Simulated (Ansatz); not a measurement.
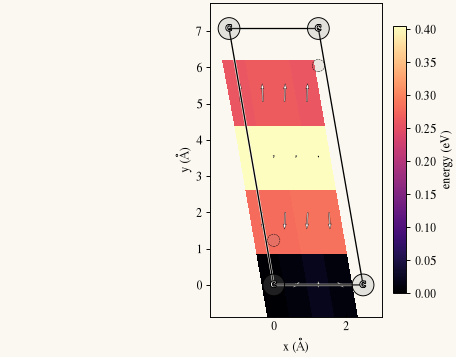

Energy landscape of Si on a C(101) slab cut from the P6_3/mmc phase, its upper half relaxed before the scan (20 atoms of substrate and one adsorbate in a 2 × 1 cell). 
- Si is moved over the surface cell at a fixed height above a rigid substrate; the origin of the map has the adsorbate above C19; the height is held at 3.40 Å.
- Places are given modulo a cell vector. The map is drawn in real space over the plane of the surface.
- The grid has 4 × 4 points.
- Places are given in fractions of the 1 × 1 surface cell.
- Energies are in eV, from the lowest grid point.
- The runs have no spin polarisation, so an open-shell adsorbate far from the surface lies too high. At a fixed height the lowest place need not be the adsorption site.
- Computed with DFT PBE+D3(BJ), scalar-relativistic, plane waves, PAW (Ansatz 0.2.0). Settings: cutoff 420 eV, k-mesh 6×4×1, gaussian smearing 0.1 eV, no spin polarisation.

The picture shows one coloured cell a grid point, arrows along the force (downhill), their lengths compressed, labelled circles for the atoms of the top layer and small ones for the second layer, the outline of one cell of the plane. 

**Where are the lowest and the highest points?**

The lowest grid point is at the top site over a surface C atom, (0/4, 0/4) of the cell vectors. The highest grid point, (3/4, 2/4) of the cell vectors, lies 0.405 eV above the lowest.

The values on the grid:

```csv
"second ↓, first →",0/4,1/4,2/4,3/4
3/4,0.259,0.264,0.264,0.259
2/4,0.404,0.404,0.404,0.405
1/4,0.279,0.279,0.285,0.285
0/4,0.000,0.011,0.022,0.011
```

Each point was launched as `ansatz run input.yaml --threads 4 --pin off --max-ram 12288MiB --backend cpu --events-out ev --progress --plain --runs-dir out`. Time for the 16 points that were run: 15 min on 4 threads of Intel(R) Xeon(R) Platinum 8488C (Sapphire Rapids), on a shared host.

PAW datasets: the set soft_1.
